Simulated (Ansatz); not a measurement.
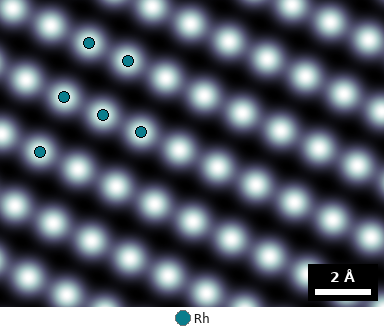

Dark-field STEM-like image of Rh (Im-3m, No. 229) along [110]. Simulation: incoherent imaging, intensity Z^1.6 per atom, probe width 1.03 Å, thin sample. The probe carries 15 % of its weight in a tail 2.5 times as wide. Structure used: the input geometry of an electronic-structure calculation (not necessarily at equilibrium); the starting structure was generated, so it need not be a known form of this composition.

Coloured dots in one corner mark the columns of the model.

### What can be read from this image?

The columns repeat on a rectangular net of 1.54 × 2.17 Å (plane group p2mm). All columns are alike (Rh). The shortest distance between visible columns is 1.54 Å in projection. Along the beam the structure repeats every 4.35 Å.
